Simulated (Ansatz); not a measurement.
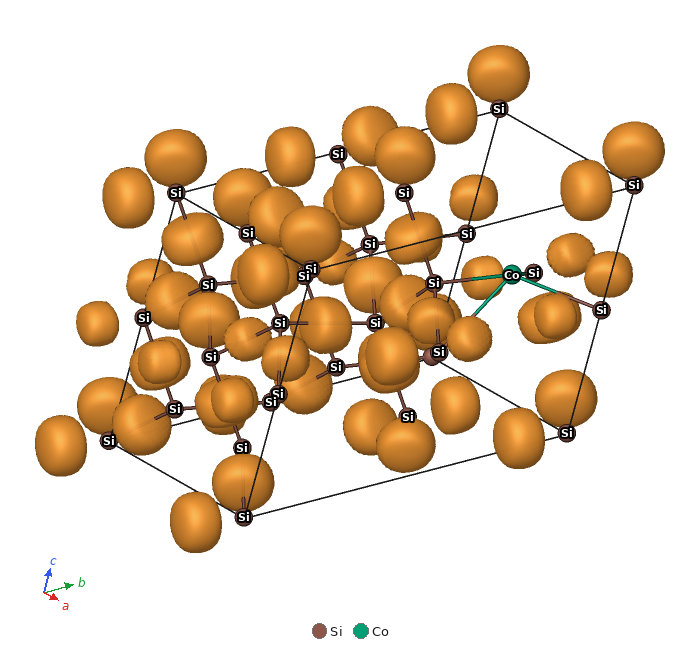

*CoSi₁₆ (cell with a defect). Isosurface of the ELF at 0.8 (orange), seen slightly off an axis. Only the valence region is drawn (cores and ρ < 0.01 e/Å³ removed). Sticks mark near contacts.*

The SCF solution may not be the lowest one; PAW files of the earlier set (soft_1); spin-polarised.

Theory: DFT PBE-D3(BJ), scalar-relativistic, plane waves, PAW (Ansatz 0.2.0).

### Where are the electrons localised?

The ELF exceeds this value in 32 regions between bonded Si–Si atoms (shared pairs), counted in one cell of 17 atoms. Regions shared between cells count once. Along the contacts the grid gives the following. Co–Si (2.30 Å): the ELF peaks at about 0.65 in the valence shell of Si, 0.9 Å from its nucleus, and is about 0.45 at the midpoint. Si–Si (2.31 Å): the ELF peaks at about 0.95 between the atoms.

### How are the moments arranged in this solution?

A single local moment; site moments Co: +0.3 μB in one cell of 17 atoms.
